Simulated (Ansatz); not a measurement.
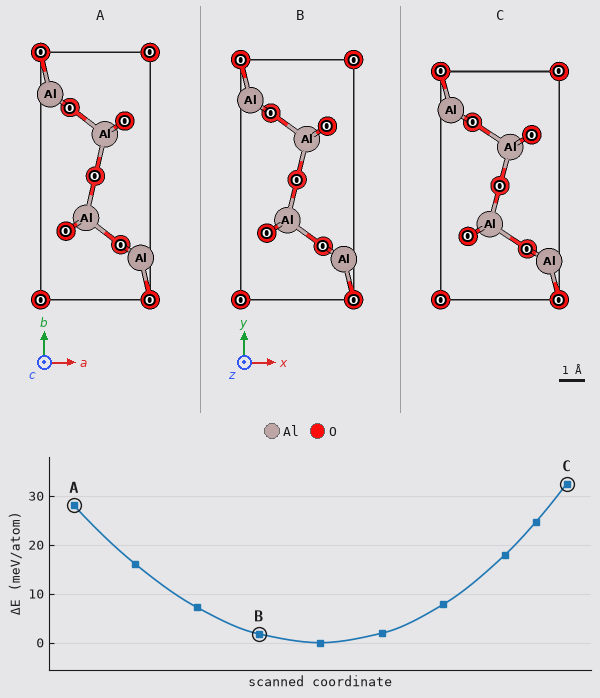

Frames of a one-coordinate scan of a crystal of Al₂O₃ (Pnnm). x, y and z are the Cartesian axes of the input. A ball-and-stick model of the cell of the calculation, repeated 1 × 1 × 1 with one cell outlined, seen along the c axis.

Level of theory: Ansatz, DFT LDA, scalar-relativistic, plane waves, PAW. (plane-wave cutoff 420 eV; k-point mesh 6 × 4 × 8; occupations gaussian; smearing width 0.05 eV; no spin polarisation). Energies (free energies at the smearing named) are counted from the relaxed crystal.

**What is being scanned?**

The cell is strained along x and oppositely along y, with the atoms kept at their fractional coordinates. In the frames the strain is −0.04 (A), −0.01 (B), 0.04 (C). The lowest computed point lies at the strain 0.00 (0.0 meV/atom). The curvature at zero strain, (1/V) d²E/dε², is about 460 GPa; it is C₁₁ + C₂₂ − 2C₁₂ with clamped ions. The distortion keeps the space group Pnnm. At the strain −0.04 the cell of the drawing goes a 4.593 → 4.409 Å, b 9.573 → 9.956 Å.
